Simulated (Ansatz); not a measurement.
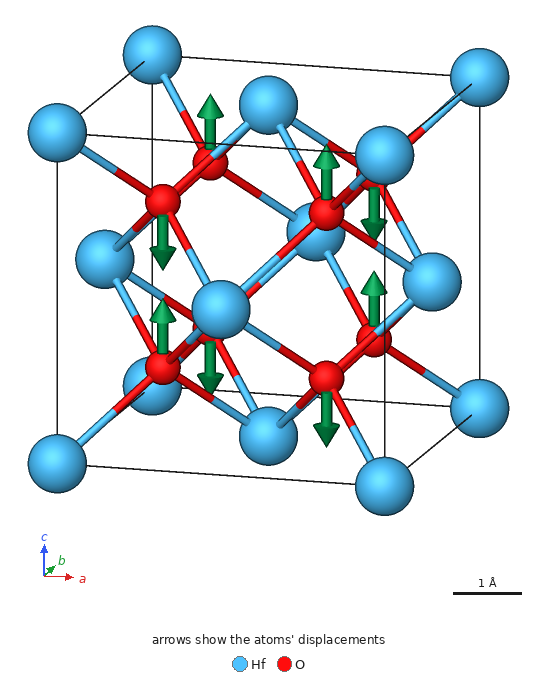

One vibrational mode of crystalline HfO$_{2}$ relaxed at −1 GPa at the zone centre. The green arrows give the relative displacements of the atoms. The picture is a ball-and-stick view of the conventional cell (4 times the calculation's cell), seen slightly off an axis. Lengths and directions refer to the drawn axes.

Level of theory: Ansatz, DFT PBEsol, scalar-relativistic, plane waves, PAW.

Input
```yaml
crystal:
  lattice:
    - [0.0, 2.5250927329, 2.5250927329]
    - [2.5250927329, 0.0, 2.5250927329]
    - [2.5250927329, 2.5250927329, 0.0]
  atoms:
    - { symbol: Hf, position: [0.0, 0.0, 0.0] }
    - { symbol: O, position: [0.25, 0.25, 0.25] }
    - { symbol: O, position: [0.75, 0.75, 0.75] }
basis:
  ecutwfc: 420
kpoints:
  mp_grid: { grid: [8, 8, 8] }
hamiltonian:
  xc: pbesol
scf:
  occupations: { method: fixed }
output:
  eigenvalues: true
phonons:
  method: dfpt
  dielectric: true
  rigid_motions: translations
  eigenvectors: true
```

Command:
```bash
ansatz run input.yaml --threads 1 --pin off --max-ram 3072MiB --backend cpu --events-out ev --progress --plain --runs-dir out
```

Frequencies are those without the non-analytic (LO–TO) term.

**Give the symmetry, activity and frequency of this mode.**

This is the T₂g mode (triply degenerate; one member of the set is drawn) at 71.5 meV, the highest optical level, Raman-active by symmetry. The Hf atoms stay at rest; all motion is along c; atoms of one kind move against one another, with no net shift of their sublattice.
